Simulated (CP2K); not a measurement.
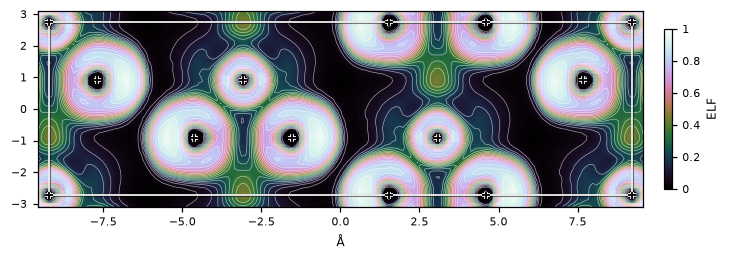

The ELF on a plane through atoms (crosses mark nuclei in the plane).

Computed with CP2K 2026.2, Kohn-Sham DFT of a periodic cell, PBEsol, GTH-PBE with UZH-TZVP basis.

Candidates:
A. Si, a = 6.65 Å, b = 6.65 Å, c = 3.84 Å, α = 90.00°, β = 90.00°, γ = 90.00°. Space group I4/mmm; a structure from a database of computed crystals, not necessarily the ambient phase.
B. MoS2, a = 3.16 Å, b = 3.16 Å, c = 18.45 Å, α = 90.00°, β = 90.00°, γ = 120.00°. Space group R3m; not relaxed (largest force 0.6 eV/Å); computed pressure about 3 GPa in this cell.

### Which system is this?

Candidate B: MoS2 on the (110) plane of the conventional cell, which holds Mo and S. Mo–S (2.39 Å): the ELF peaks at about 0.85 in the valence shell of S, 0.8 Å from its nucleus, and is about 0.45 at the midpoint.
